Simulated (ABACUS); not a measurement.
## MoS₂: band-structure run (part 1 of 2)

MoS₂ (R3m, 3 atoms in the cell), computed with Kohn-Sham DFT of a periodic cell, LDA, PseudoDojo NC SR 0.4.1 LDA stringent, no spin polarisation (ABACUS 3.10.1).

The structure derives from an entry of the Crystallography Open Database.

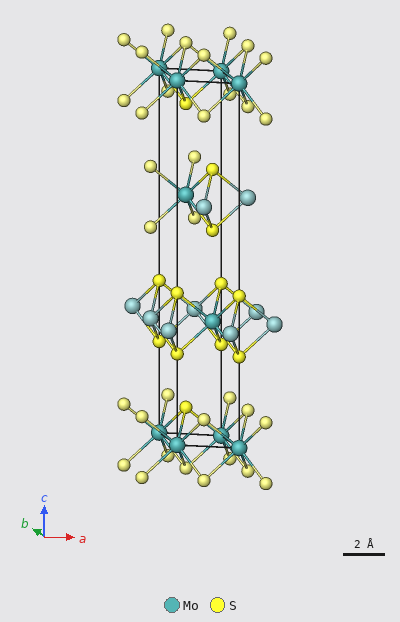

The structure as given in the input (ball-and-stick view of the cell 3 times as large as that of the calculation, set on its symmetry axes, seen slightly off an axis; neighbours outside the cell are drawn fainter). An atom can appear more than once, as a periodic image.

**Input**
```
INPUT_PARAMETERS
suffix              MoS2
calculation         scf
basis_type          pw
pseudo_dir          ./
symmetry            1
dft_functional      pz
ecutwfc             81
pseudo_rcut         7
nspin               1
nbands              23
ks_solver           dav
smearing_method     fd
smearing_sigma      0.00367493
scf_thr             1e-08
scf_nmax            100
mixing_type         broyden
mixing_beta         0.7
cal_force           1
cal_stress          1
out_chg             1
out_pot             2
out_elf             1
```

**File STRU**
```
ATOMIC_SPECIES
Mo 95.9500 Mo.upf
S 32.0600 S.upf

LATTICE_CONSTANT
1.8897261246

LATTICE_VECTORS
1.5800000000 0.9122134253 6.1500000000
-1.5800000000 0.9122134253 6.1500000000
0.0000000000 -1.8244268506 6.1500000000

ATOMIC_POSITIONS
Direct

Mo
0.0
1
0.0000000000 0.0000000000 0.0000000000 1 1 1

S
0.0
2
0.4170000000 0.4170000000 0.4170000000 1 1 1
0.2500000000 0.2500000000 0.2500000000 1 1 1
```

**File KPT**
```
K_POINTS
0
Gamma
8 8 8 0 0 0
```

Run on 4 threads of Intel Xeon (Granite Rapids), 32 GiB of memory available, shared host.

Launch command:
```bash
OMP_NUM_THREADS=1 mpirun -np 4 abacus > log
```

**What the program printed**
```
ABACUS v3.10.1

               Atomic-orbital Based Ab-initio Computation at UStc

 ------------------------------------------------------------------------------------

 READING GENERAL INFORMATION
                           global_out_dir = OUT.MoS2/
                           global_in_card = INPUT
                               pseudo_dir = ./
                              orbital_dir =
                                    DSIZE = 4
                                    GSIZE = 1

 READING UNITCELL INFORMATION
                                    ntype = 2
                  lattice constant (Bohr) = 1.88973
              lattice constant (Angstrom) = 1

 READING ATOM TYPE 1
                               atom label = Mo
                      L=0, number of zeta = 1
                      L=1, number of zeta = 1
                      L=2, number of zeta = 1
             number of atom for this type = 1

 READING ATOM TYPE 2
                               atom label = S
                      L=0, number of zeta = 1
                      L=1, number of zeta = 1
                      L=2, number of zeta = 1
             number of atom for this type = 2

                        TOTAL ATOM NUMBER = 3
DIRECT COORDINATES
    atom                   x                   y                   z     mag                  vx                  vy                  vz
taud_Mo1            0.0000000000        0.0000000000        0.0000000000  0.0000        0.0000000000        0.0000000000        0.0000000000
taud_S1            0.4170000000        0.4170000000        0.4170000000  0.0000        0.0000000000        0.0000000000        0.0000000000
taud_S2            0.2500000000        0.2500000000        0.2500000000  0.0000        0.0000000000        0.0000000000        0.0000000000

                          Volume (Bohr^3) = 358.903
                             Volume (A^3) = 53.1838

 Lattice vectors: (Cartesian coordinate: in unit of a_0)
                +1.58           +0.912213               +6.15
                -1.58           +0.912213               +6.15
                   +0            -1.82443               +6.15
 Reciprocal vectors: (Cartesian coordinate: in unit of 2 pi/a_0)
            +0.316456           +0.182706          +0.0542005
            -0.316456           +0.182706          +0.0542005
                   +0           -0.365412          +0.0542005
 The esolver type has been set to : ksdft_pw

                PAO radial cut off (Bohr) = 7

 Read in pseudopotential file is Mo.upf
                     pseudopotential type = NC
          exchange-correlation functional = SLAPWNOGXNOGC
                 nonlocal core correction = 1
                        valence electrons = 14
                                     lmax = 2
                           number of zeta = 4
                     number of projectors = 6
                           L of projector = 0
                           L of projector = 0
                           L of projector = 1
                           L of projector = 1
                           L of projector = 2
                           L of projector = 2
 XC functional updated to : pz
          exchange-correlation functional = PZ
                PAO radial cut off (Bohr) = 7

 Read in pseudopotential file is S.upf
                     pseudopotential type = NC
          exchange-correlation functional = SLAPWNOGXNOGC
                 nonlocal core correction = 1
                        valence electrons = 6
                                     lmax = 2
                           number of zeta = 2
                     number of projectors = 6
                           L of projector = 0
                           L of projector = 0
                           L of projector = 1
                           L of projector = 1
                           L of projector = 2
                           L of projector = 2
 XC functional updated to : pz
          exchange-correlation functional = PZ
     initial pseudo atomic orbital number = 18

 SETUP THE ELECTRONS NUMBER
            electron number of element Mo = 14
      total electron number of element Mo = 14
             electron number of element S = 6
       total electron number of element S = 12
            AUTOSET number of electrons:  = 26
                           occupied bands = 13
                                   NBANDS = 23
                                   NLOCAL = 27

%%%%%%%%%%%%%%%%%%%%%%%%%%%%%%%%%%%%%%%%%%%%%%%%%%%%%%%%%%%%%%%%%%%%%%%%%%%%%%%%%%%%%%%%%%%%%%%%%%%%%%%%%%
 Warning: the number of valence electrons in pseudopotential > 6 for Mo: [Kr] 4d5 5s1
 Pseudopotentials with additional electrons can yield (more) accurate outcomes, but may be less efficient.
 If you're confident that your chosen pseudopotential is appropriate, you can safely ignore this warning.
%%%%%%%%%%%%%%%%%%%%%%%%%%%%%%%%%%%%%%%%%%%%%%%%%%%%%%%%%%%%%%%%%%%%%%%%%%%%%%%%%%%%%%%%%%%%%%%%%%%%%%%%%%

 SETUP THE PLANE WAVE BASIS
 energy cutoff for charge/potential (unit:Ry) = 324
            fft grid for charge/potential = [ 72, 72, 72 ]
                        fft grid division = [ 1, 1, 1 ]
        big fft grid for charge/potential = [ 72, 72, 72 ]
                                     nbxx = 93312
                                     nrxx = 93312

 SETUP PLANE WAVES FOR CHARGE/POTENTIAL
                    number of plane waves = 35353
                         number of sticks = 1811

 PARALLEL PW FOR CHARGE/POTENTIAL
     PROC   COLUMNS(POT)             PW
        1            453           8839
        2            452           8838
        3            453           8838
        4            453           8838
 --------------- sum -------------------
        4           1811          35353
                            number of |g| = 2574
                                  max |g| = 29.2956
                                  min |g| = 0.105757

----------- Double Check Mixing Parameters Begin ------------
mixing_type: broyden
mixing_beta: 0.7
mixing_gg0: 1
mixing_gg0_min: 0.1
mixing_ndim: 8
----------- Double Check Mixing Parameters End ------------

 LATTICE VECTORS: (CARTESIAN COORDINATE: IN UNIT OF A0)
                +1.58           +0.912213               +6.15
                -1.58           +0.912213               +6.15
                   +0            -1.82443               +6.15
                       right hand lattice = 1
                                   NORM_A = 6.41491
                                   NORM_B = 6.41491
                                   NORM_C = 6.41491
                           ALPHA (DEGREE) = 28.5175
                           BETA  (DEGREE) = 28.5175
                           GAMMA (DEGREE) = 28.5175

 The lattice vectors have been changed (STRU_SIMPLE.cif)

(for optimal symmetric configuration:)
                             BRAVAIS TYPE = 7
                     BRAVAIS LATTICE NAME = 07. Rhombohedral (Trigonal) cell
                                    ibrav = 7
                                    IBRAV = 7
                                  BRAVAIS = TRIGONAL (RHOMBOEDRIC) CELL
                       LATTICE CONSTANT A = 6.41491
                               COS(ALPHA) = 0.878671
Original cell was already a primitive cell.
                        ROTATION MATRICES = 12
              PURE POINT GROUP OPERATIONS = 6
                   SPACE GROUP OPERATIONS = 6
                                       C2 = 0
                                       C3 = 2
                                       C4 = 0
                                       C6 = 0
                                       S1 = 3
                                       S3 = 0
                                       S4 = 0
                                       S6 = 0
                              POINT GROUP = C_3v
                                       C2 = 0
                                       C3 = 2
                                       C4 = 0
                                       C6 = 0
                                       S1 = 3
                                       S3 = 0
                                       S4 = 0
                                       S6 = 0
               POINT GROUP IN SPACE GROUP = C_3v

 SETUP K-POINTS
                                    nspin = 1
                   Input type of k points = Monkhorst-Pack(Gamma)
                                   nkstot = 512
                       right hand lattice = 1
(for reciprocal lattice: )
                             BRAVAIS TYPE = 7
                     BRAVAIS LATTICE NAME = 07. Rhombohedral (Trigonal) cell
                                    ibrav = 7
                       right hand lattice = 1
(for k-lattice: )
                             BRAVAIS TYPE = 7
                     BRAVAIS LATTICE NAME = 07. Rhombohedral (Trigonal) cell
                                    ibrav = 7
                       right hand lattice = 1
                        ROTATION MATRICES = 12
                               nkstot_ibz = 65
K-POINTS REDUCTION ACCORDING TO SYMMETRY
     IBZ    DIRECT_X    DIRECT_Y    DIRECT_Z  WEIGHT  ibz2bz
       1  0.00000000  0.00000000  0.00000000  0.0020       0
       2  0.12500000  0.00000000  0.00000000  0.0117       1
       3  0.25000000  0.00000000  0.00000000  0.0117       2
       4  0.37500000  0.00000000  0.00000000  0.0117       3
       5  0.50000000  0.00000000  0.00000000  0.0059       4
       6  0.12500000  0.12500000  0.00000000  0.0117       9
       7  0.25000000  0.12500000  0.00000000  0.0234      10
       8  0.37500000  0.12500000  0.00000000  0.0234      11
       9  0.50000000  0.12500000  0.00000000  0.0234      12
      10 -0.12500000  0.37500000  0.00000000  0.0234      13
      11 -0.12500000  0.25000000  0.00000000  0.0234      14
      12 -0.12500000  0.12500000  0.00000000  0.0117      15
      13  0.25000000  0.25000000  0.00000000  0.0117      18
      14  0.37500000  0.25000000  0.00000000  0.0234      19
      15  0.50000000  0.25000000  0.00000000  0.0234      20
      16 -0.25000000  0.37500000  0.00000000  0.0234      21
      17 -0.25000000  0.25000000  0.00000000  0.0117      22
      18  0.37500000  0.37500000  0.00000000  0.0117      27
      19  0.50000000  0.37500000  0.00000000  0.0234      28
      20 -0.37500000  0.37500000  0.00000000  0.0117      29
      21  0.50000000  0.50000000  0.00000000  0.0059      36
      22  0.12500000  0.12500000  0.12500000  0.0039      73
      23  0.12500000  0.12500000  0.25000000  0.0117      74
      24  0.12500000  0.12500000  0.37500000  0.0117      75
      25  0.50000000  0.12500000  0.12500000  0.0117      76
      26 -0.12500000  0.37500000 -0.12500000  0.0117      77
      27 -0.25000000  0.12500000  0.12500000  0.0117      78
      28 -0.12500000  0.12500000  0.12500000  0.0117      79
      29  0.25000000  0.25000000  0.12500000  0.0117      82
      30  0.37500000  0.25000000  0.12500000  0.0234      83
[... 35 further k points ...]

                               nkstot now = 65
[... K-POINTS DIRECT COORDINATES: 65 rows ...]

           k-point number in this process = 65
       minimum distributed K point number = 65
[... stars of the k points ...]

[... K-POINTS CARTESIAN COORDINATES: 65 rows ...]

[... K-POINTS DIRECT COORDINATES: 65 rows ...]

 SETUP PLANE WAVES FOR WAVE FUNCTIONS
     energy cutoff for wavefunc (unit:Ry) = 81
              fft grid for wave functions = [ 72, 72, 72 ]
                    number of plane waves = 6121
                         number of sticks = 565

 PARALLEL PW FOR WAVE FUNCTIONS
     PROC   COLUMNS(POT)             PW
        1            141           1530
        2            141           1530
        3            141           1530
        4            142           1531
 --------------- sum -------------------
        4            565           6121

 SETUP NONLOCAL PSEUDOPOTENTIALS IN PLANE WAVE BASIS
 Mo non-local projectors:
 projector 1 L=0
 projector 2 L=0
 projector 3 L=1
 projector 4 L=1
 projector 5 L=2
 projector 6 L=2
 S non-local projectors:
 projector 1 L=0
 projector 2 L=0
 projector 3 L=1
 projector 4 L=1
 projector 5 L=2
 projector 6 L=2
      TOTAL NUMBER OF NONLOCAL PROJECTORS = 54

 Init Non-Local PseudoPotential table :
 Init Non-Local-Pseudopotential done.

                                     npwx = 1128

 Make real space PAO into reciprocal space.
       max mesh points in Pseudopotential = 701
     dq(describe PAO in reciprocal space) = 0.01
                                    max q = 1084

 number of pseudo atomic orbitals for Mo is 4
WARNING: norm of atomic wavefunction # 3 of atomic type Mo is 0.999108, renormalized
WARNING: norm of atomic wavefunction # 4 of atomic type Mo is 0.990139, renormalized

 number of pseudo atomic orbitals for S is 2
WARNING: norm of atomic wavefunction # 1 of atomic type S is 0.999996, renormalized
WARNING: norm of atomic wavefunction # 2 of atomic type S is 0.999712, renormalized

 -------------------------------------------
 SELF-CONSISTENT
 -------------------------------------------
                                 init_chg = atomic

 PW ALGORITHM --------------- ION=   1  ELEC=   1--------------------------------

 Density error is 0.516926033237
                          Error Threshold = 0.01
----------------------------------------------------------
     Energy           Rydberg                 eV
----------------------------------------------------------
 E_KohnSham     -184.9394283117      -2516.2300099016
 E_Harris       -191.8008828868      -2609.5848886907
 E_Fermi        0.8857384599         12.0510899930
----------------------------------------------------------

 PW ALGORITHM --------------- ION=   1  ELEC=   2--------------------------------

 Density error is 2.34975376016
                          Error Threshold = 0.00198817705091
----------------------------------------------------------
     Energy           Rydberg                 eV
----------------------------------------------------------
 E_KohnSham     -184.7982394699      -2514.3090371596
 E_Harris       -167.8780938285      -2284.0986454462
 E_Fermi        0.7382082114         10.0438379852
```
